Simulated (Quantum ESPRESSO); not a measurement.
## Run report: Cu, workfunction calculation (part 2 of 2)

Cu (slab, 6 atoms in the cell); Kohn-Sham DFT of a periodic cell, PBE, Ansatz NC SR PBE, no spin polarisation (Quantum ESPRESSO 7.5); cutoff 1251.72 eV, 12×12×1 k-mesh, fermi-dirac of 0.05 eV. The structure derives from a Materials Project entry.

Geometry of the input (Å; fractional positions):
```
2.5341  -0.0000  0.0000
-1.2670  2.1946  0.0000
0.0000  0.0000  25.2814
Cu 0.6667  0.3333  0.2967
Cu 0.3333  0.6667  0.3780
Cu 0.6667  0.3333  0.4593
Cu 0.3333  0.6667  0.5407
Cu 0.6667  0.3333  0.6220
Cu 0.3333  0.6667  0.7033
```

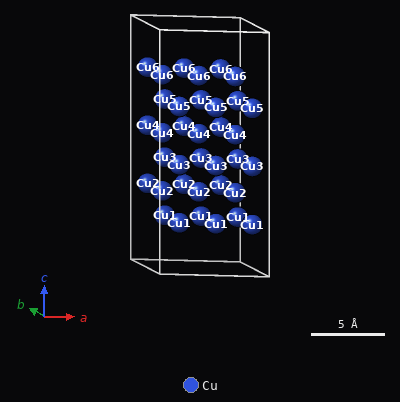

Fig. 1: The structure as given in the input (spheres-only view of the 3 × 2 repeat of the cell, with the vacuum cut short, seen slightly off an axis; atoms are numbered from 1 in the order of the input). An atom can appear more than once, as a periodic image.

The program's output, continued
```
  -106.1712-106.1711-106.1400-106.1324-105.9652-105.9652 -63.5865 -63.5740
   -63.5336 -63.5170 -63.5126 -63.5032 -63.5031 -63.4889 -63.4781 -63.4754
   -63.4699 -63.4620 -63.3431 -63.3431 -63.3309 -63.3309 -63.2767 -63.2767
    -2.2873  -1.6675  -0.6737   0.4812   1.3510   1.5896   2.9706   3.0167
     3.1392   3.2071   3.2264   3.3549   3.3666   3.5525   3.5604   3.5721
     3.6126   3.6206   3.6682   3.6938   3.7564   3.8432   3.9194   3.9729
     4.0521   4.1611   4.1877   4.3314   4.4122   4.5019   4.6505   4.7879
     4.7880   4.8413   5.4410   6.6419   7.4621  11.1795  11.3983  12.5442
    12.6185  14.5408  14.8315  17.2492  17.5970  20.5945  20.8016  22.9749
    23.2455

          k = 0.1392 0.4019 0.0000 ( 14142 PWs)   bands (ev):

  -106.1688-106.1687-106.1373-106.1307-105.9630-105.9630 -63.5797 -63.5713
   -63.5432 -63.5364 -63.5244 -63.5095 -63.5090 -63.5024 -63.4902 -63.4831
   -63.4766 -63.4671 -63.3616 -63.3616 -63.3366 -63.3366 -63.2748 -63.2748
    -1.4328  -0.8478   0.0757   1.1171   1.8758   1.9877   2.7000   2.7829
     2.9405   3.0223   3.0323   3.2542   3.2803   3.3648   3.4657   3.5195
     3.6282   3.6809   3.7691   3.8197   3.8847   3.9626   4.0307   4.1455
     4.1867   4.2270   4.2854   4.3736   4.4722   4.5451   4.6522   4.8095
     4.8414   5.1026   6.0773   7.5841   8.7614  11.8266  12.2514  13.3046
    13.4394  15.3812  15.5752  18.0607  18.3408  19.1585  19.7453  20.6517
    21.3081

          k = 0.1392 0.5626 0.0000 ( 14135 PWs)   bands (ev):

  -106.1660-106.1660-106.1342-106.1288-105.9604-105.9604 -63.5730 -63.5700
   -63.5599 -63.5581 -63.5353 -63.5203 -63.5162 -63.5151 -63.5027 -63.4881
   -63.4835 -63.4727 -63.3827 -63.3827 -63.3431 -63.3431 -63.2727 -63.2727
    -0.2817   0.2084   0.9309   1.6504   2.1586   2.1840   2.4545   2.6778
     2.8307   2.8588   2.9038   3.2609   3.3109   3.3956   3.4628   3.5832
     3.6068   3.6962   3.7223   3.8195   3.9978   4.1911   4.1979   4.3567
     4.4412   4.4932   4.5609   4.6453   4.6901   4.7240   4.7463   4.8872
     4.9327   5.6056   6.9470   8.7364  10.3501  12.7878  13.5224  14.4683
    14.6485  15.6086  16.0332  16.5775  16.7560  17.0746  18.2617  19.2210
    19.7317

          k = 0.1392 0.7234 0.0000 ( 14128 PWs)   bands (ev):

  -106.1636-106.1636-106.1313-106.1274-105.9581-105.9581 -63.5814 -63.5784
   -63.5707 -63.5640 -63.5445 -63.5324 -63.5226 -63.5215 -63.5077 -63.4942
   -63.4886 -63.4775 -63.4009 -63.4009 -63.3489 -63.3489 -63.2709 -63.2709
     0.8580   1.1171   1.4674   1.8057   2.0541   2.0916   2.3357   2.5760
     2.7049   2.7340   2.8402   3.3571   3.4318   3.5423   3.6230   3.6661
     3.6975   3.8307   4.0433   4.1253   4.1845   4.3236   4.5245   4.5440
     4.6218   4.7272   4.7681   4.8270   4.8382   4.8904   5.2326   5.2795
     5.5898   6.5681   8.0924   9.8876  12.1316  12.3671  12.9794  13.7896
    14.4931  14.9279  15.2141  16.0367  16.1470  16.8431  18.1345  18.6279
    18.7740

          k = 0.1392 0.8841 0.0000 ( 14135 PWs)   bands (ev):

  -106.1622-106.1622-106.1294-106.1267-105.9568-105.9568 -63.5914 -63.5889
   -63.5751 -63.5657 -63.5451 -63.5381 -63.5261 -63.5254 -63.5080 -63.4992
   -63.4915 -63.4803 -63.4113 -63.4113 -63.3521 -63.3521 -63.2698 -63.2698
     1.4353   1.4723   1.6544   1.8255   1.9483   2.0383   2.3219   2.5036
     2.5982   2.6539   2.8387   3.3385   3.3922   3.5548   3.7347   3.7846
     3.7870   4.0851   4.1534   4.3456   4.4742   4.5912   4.6578   4.7790
     4.7867   4.8383   4.8556   4.9055   4.9262   4.9661   6.2964   6.4157
     6.8860   7.7088   8.4877   8.8135  11.5707  11.6785  12.3220  12.7740
    13.5961  14.1771  14.9357  16.9104  17.1784  17.7975  18.2798  18.5789
    18.6324

          k = 0.2784 0.4823 0.0000 ( 14135 PWs)   bands (ev):

  -106.1664-106.1664-106.1346-106.1291-105.9607-105.9607 -63.5732 -63.5696
   -63.5556 -63.5528 -63.5343 -63.5193 -63.5159 -63.5135 -63.5025 -63.4866
   -63.4829 -63.4750 -63.3776 -63.3776 -63.3446 -63.3446 -63.2730 -63.2730
    -0.4468   0.0709   0.8524   1.6635   2.2696   2.2959   2.5142   2.7193
     2.7600   2.8391   2.9456   3.2042   3.2252   3.2639   3.3216   3.3788
     3.5383   3.5410   3.7817   3.8233   3.9641   4.0994   4.1721   4.2888
     4.4224   4.4791   4.5565   4.6728   4.6794   4.7361   4.7393   4.8906
     4.9778   5.5732   6.8476   8.5876  10.1160  12.6633  13.3179  14.3058
    14.4667  16.4179  16.4963  17.5951  17.6997  18.1755  18.3306  18.8497
    19.0277

          k = 0.2784 0.6430 0.0000 ( 14135 PWs)   bands (ev):

  -106.1640-106.1640-106.1317-106.1276-105.9584-105.9584 -63.5738 -63.5717
   -63.5660 -63.5629 -63.5440 -63.5290 -63.5249 -63.5233 -63.5098 -63.4931
   -63.4891 -63.4824 -63.3928 -63.3928 -63.3534 -63.3534 -63.2711 -63.2711
     0.6995   1.0573   1.5308   1.9355   2.2007   2.3310   2.5004   2.6529
     2.7398   2.7948   2.9112   3.2269   3.2596   3.2816   3.3852   3.4952
     3.5645   3.5925   3.6979   3.7804   3.9485   4.2224   4.2611   4.3908
     4.4996   4.7136   4.7565   4.7861   4.8628   4.8918   5.2891   5.4006
     5.7000   6.5425   8.0062   9.8675  11.7797  13.6004  14.5128  14.6320
    14.9334  15.7320  15.7800  15.9196  16.4948  16.9288  17.0744  17.6767
    17.9548

          k = 0.2784 0.8038 0.0000 ( 14136 PWs)   bands (ev):

  -106.1622-106.1622-106.1294-106.1267-105.9568-105.9568 -63.5831 -63.5810
   -63.5697 -63.5630 -63.5458 -63.5351 -63.5342 -63.5303 -63.5112 -63.5016
   -63.4922 -63.4874 -63.4035 -63.4035 -63.3601 -63.3601 -63.2698 -63.2698
     1.5464   1.6474   1.8361   2.0258   2.1554   2.1969   2.3923   2.6542
     2.6797   2.7701   2.8520   3.1705   3.2580   3.4054   3.5103   3.6260
     3.6471   3.8227   3.9379   3.9777   4.0137   4.2454   4.5091   4.5474
     4.5631   4.7431   4.7722   4.8844   4.9281   4.9528   6.2502   6.4797
     7.0185   7.9835   9.2853  10.3099  12.1382  12.3569  12.8869  13.5881
    14.1036  15.1697  15.5439  15.7722  16.3345  16.8522  17.1890  17.4381
    17.9445

          k = 0.2784 0.9645 0.0000 ( 14138 PWs)   bands (ev):

  -106.1616-106.1616-106.1285-106.1265-105.9562-105.9562 -63.5869 -63.5849
   -63.5715 -63.5637 -63.5417 -63.5412 -63.5366 -63.5330 -63.5089 -63.5073
   -63.4932 -63.4893 -63.4074 -63.4074 -63.3626 -63.3626 -63.2693 -63.2693
     1.7303   1.7532   1.9422   2.0384   2.1048   2.2467   2.4543   2.5346
     2.6689   2.8134   2.8176   3.1511   3.2107   3.4635   3.4901   3.6452
     3.7187   3.9184   4.0727   4.0821   4.1494   4.3123   4.5487   4.7255
     4.7257   4.7597   4.7708   4.8312   4.8937   4.9030   7.5097   7.8294
     8.2990   8.5705   8.7811   8.7910  11.7502  11.8166  12.7052  12.8286
    14.2329  14.3224  15.3831  15.4506  16.1274  17.1795  17.2510  17.9920
    18.5305

          k = 0.4176 0.7234 0.0000 ( 14113 PWs)   bands (ev):

  -106.1622-106.1622-106.1294-106.1267-105.9568-105.9568 -63.5772 -63.5763
   -63.5658 -63.5622 -63.5495 -63.5409 -63.5320 -63.5280 -63.5174 -63.4998
   -63.4954 -63.4901 -63.3983 -63.3983 -63.3655 -63.3655 -63.2698 -63.2698
     1.6240   1.7915   1.9712   2.0901   2.1692   2.4589   2.4833   2.5759
     2.7015   2.8214   2.9854   3.0884   3.2027   3.2453   3.3596   3.5548
     3.5639   3.6618   3.6786   3.7641   3.8812   4.1526   4.3905   4.4573
     4.4903   4.7362   4.7416   4.8890   4.9390   4.9548   6.2586   6.5155
     7.0715   8.0652   9.5146  11.2127  13.1911  13.3937  13.4659  13.8043
    14.0494  14.7650  14.8668  15.6644  16.0371  16.2367  16.5118  17.1992
    17.3927

          k = 0.4176 0.8841 0.0000 ( 14110 PWs)   bands (ev):

  -106.1612-106.1612-106.1279-106.1264-105.9558-105.9558 -63.5781 -63.5770
   -63.5658 -63.5617 -63.5524 -63.5505 -63.5348 -63.5316 -63.5204 -63.5090
   -63.4966 -63.4942 -63.3993 -63.3993 -63.3746 -63.3746 -63.2690 -63.2690
     2.0325   2.0648   2.1949   2.2268   2.3250   2.3857   2.5003   2.5792
     2.6982   2.7805   2.9037   3.0641   3.1846   3.2000   3.3171   3.6018
     3.6070   3.7280   3.7328   3.8886   3.9588   4.1594   4.4489   4.5830
     4.6174   4.7075   4.7272   4.8224   4.8675   4.8776   7.8048   8.2044
     8.8836   9.7348  10.1330  10.2613  12.2050  12.3428  12.4651  13.1485
    13.4480  14.0566  14.5800  14.8651  15.4520  15.8767  16.2464  17.2971
    17.9643

          k = 0.5569 0.9645 0.0000 ( 14073 PWs)   bands (ev):

  -106.1608-106.1608-106.1268-106.1268-105.9555-105.9555 -63.5696 -63.5696
   -63.5644 -63.5633 -63.5607 -63.5607 -63.5327 -63.5277 -63.5277 -63.5157
   -63.4968 -63.4968 -63.3895 -63.3895 -63.3882 -63.3882 -63.2687 -63.2687
     2.2301   2.3303   2.3303   2.3852   2.4144   2.4144   2.5535   2.5797
     2.5975   2.7245   2.7245   3.1588   3.1588   3.2434   3.2434   3.5578
     3.5600   3.6306   3.6306   3.9333   3.9446   4.1257   4.4218   4.6628
     4.6628   4.6774   4.7315   4.7315   4.7827   4.7827   9.7410  10.0236
    10.0236  10.3065  10.3065  10.4272  10.9611  10.9611  11.4720  12.7647
    13.6292  13.6292  14.2562  14.7475  14.7475  15.8709  16.3939  16.3939
    17.7871

     the Fermi energy is     6.4666 ev

!    total energy              =   -2277.04912090 Ry
     estimated scf accuracy    <          2.1E-09 Ry
     smearing contrib. (-TS)   =      -0.00199718 Ry
     internal energy E=F+TS    =   -2277.04712372 Ry

     The total energy is F=E-TS. E is the sum of the following terms:
     one-electron contribution =  -18720.69725566 Ry
     hartree contribution      =    9382.85593638 Ry
     xc contribution           =    -280.10966595 Ry
     ewald contribution        =    7340.90386151 Ry

     convergence has been achieved in  15 iterations

     Forces acting on atoms (cartesian axes, Ry/au):

     atom    1 type  1   force =     0.00000000    0.00000000   -0.00684399
     atom    2 type  1   force =     0.00000000   -0.00000000   -0.00187998
     atom    3 type  1   force =     0.00000000   -0.00000000   -0.00024125
     atom    4 type  1   force =     0.00000000   -0.00000000    0.00024125
     atom    5 type  1   force =     0.00000000    0.00000000    0.00187998
     atom    6 type  1   force =     0.00000000   -0.00000000    0.00684399

     Total force =     0.010043     Total SCF correction =     0.000245

=------------------------------------------------------------------------------=
   JOB DONE.
=------------------------------------------------------------------------------=
```

File pp_density.out
```
This program is part of the open-source Quantum ESPRESSO suite
     for quantum simulation of materials; please cite
         "P. Giannozzi et al., J. Phys.:Condens. Matter 21 395502 (2009);
         "P. Giannozzi et al., J. Phys.:Condens. Matter 29 465901 (2017);
         "P. Giannozzi et al., J. Chem. Phys. 152 154105 (2020);
          URL
     in publications or presentations arising from this work. More details at

     ./tmp/pwscf.save/

     IMPORTANT: XC functional enforced from input :
     Exchange-correlation= PBE
                           (   1   4   3   4   0   0   0)
     Any further DFT definition will be discarded
     Please, verify this is what you really want

     G-vector sticks info
     --------------------
     sticks:   dense  smooth     PW     G-vecs:    dense   smooth      PW
     Sum         583     583    163               113301   113301   18165

     Using Slab Decomposition

     Calling punch_plot, plot_num =   0
     Writing data to file  density.dat
     Reading data from file  density.dat

     Writing data to be plotted to file density.cube
     Plot Type: 3D                     Output format: Gaussian cube

=------------------------------------------------------------------------------=
   JOB DONE.
=------------------------------------------------------------------------------=
```

File pp_potential.out
```
This program is part of the open-source Quantum ESPRESSO suite
     for quantum simulation of materials; please cite
         "P. Giannozzi et al., J. Phys.:Condens. Matter 21 395502 (2009);
         "P. Giannozzi et al., J. Phys.:Condens. Matter 29 465901 (2017);
         "P. Giannozzi et al., J. Chem. Phys. 152 154105 (2020);
          URL
     in publications or presentations arising from this work. More details at

     ./tmp/pwscf.save/

     IMPORTANT: XC functional enforced from input :
     Exchange-correlation= PBE
                           (   1   4   3   4   0   0   0)
     Any further DFT definition will be discarded
     Please, verify this is what you really want

     G-vector sticks info
     --------------------
     sticks:   dense  smooth     PW     G-vecs:    dense   smooth      PW
     Sum         583     583    163               113301   113301   18165

     Using Slab Decomposition

     Calling punch_plot, plot_num =  11
     Writing data to file  potential.dat
     Reading data from file  potential.dat

     Writing data to be plotted to file potential.cube
     Plot Type: 3D                     Output format: Gaussian cube

=------------------------------------------------------------------------------=
   JOB DONE.
=------------------------------------------------------------------------------=
```

File pp_elf.out
```
This program is part of the open-source Quantum ESPRESSO suite
     for quantum simulation of materials; please cite
         "P. Giannozzi et al., J. Phys.:Condens. Matter 21 395502 (2009);
         "P. Giannozzi et al., J. Phys.:Condens. Matter 29 465901 (2017);
         "P. Giannozzi et al., J. Chem. Phys. 152 154105 (2020);
          URL
     in publications or presentations arising from this work. More details at

     ./tmp/pwscf.save/

     IMPORTANT: XC functional enforced from input :
     Exchange-correlation= PBE
                           (   1   4   3   4   0   0   0)
     Any further DFT definition will be discarded
     Please, verify this is what you really want

     G-vector sticks info
     --------------------
     sticks:   dense  smooth     PW     G-vecs:    dense   smooth      PW
     Sum         583     583    163               113301   113301   18165

     Using Slab Decomposition

     Calling punch_plot, plot_num =   8
     Message from routine do_elf_kin:
     elf/kin + US not fully implemented
     Writing data to file  elf.dat
     Reading data from file  elf.dat

     Writing data to be plotted to file elf.cube
     Plot Type: 3D                     Output format: Gaussian cube

=------------------------------------------------------------------------------=
   JOB DONE.
=------------------------------------------------------------------------------=
```

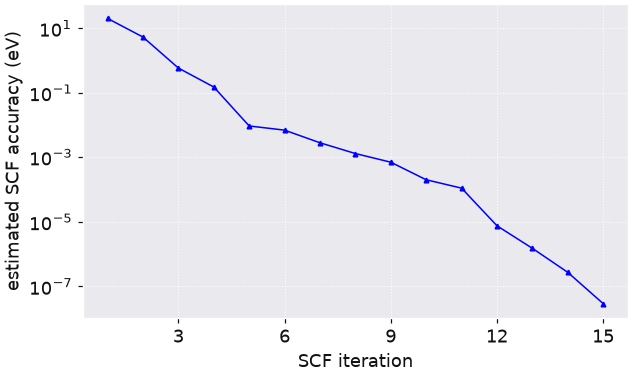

Fig. 2: Convergence of the self-consistent field: estimated SCF accuracy against the iteration. The field takes 15 iterations in all.

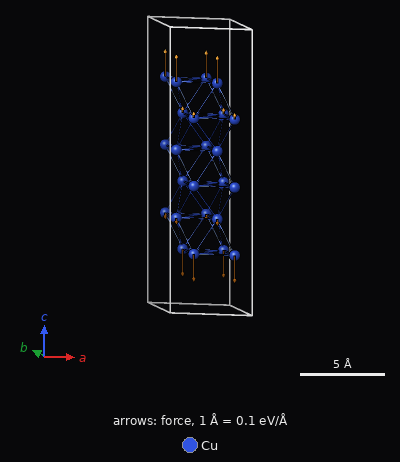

Fig. 3: Forces on the atoms as orange arrows (ball-and-stick view of the 2 × 2 repeat of the cell, with the vacuum cut short, seen slightly off an axis); the smallest are left out. The largest act on Cu1, Cu6 (0.18 eV/Å). Atoms are counted from 1 in the order of the input and aren't labelled in the picture. The geometry is not a stationary point of this energy.

Results in brief

```json
{"quantity": "outcome", "value": "converged"}
{"quantity": "electrons treated", "value": "114"}
{"quantity": "free energy", "value": "−30980.8316 eV"}
{"quantity": "work function, top face", "value": "4.70 eV"}
{"quantity": "work function, bottom face", "value": "4.70 eV"}
{"quantity": "Fermi energy", "value": "6.467 eV"}
{"quantity": "gap on the k-point mesh", "value": "none (metallic)"}
{"quantity": "work function (upper face)", "value": "4.70 eV"}
{"quantity": "largest force (length of the vector)", "value": "0.176 eV/Å"}
{"quantity": "wall time", "value": "8.6 min"}
{"quantity": "peak memory", "value": "0.51 GiB"}
```

Notes

Notes on the run: negative rho.
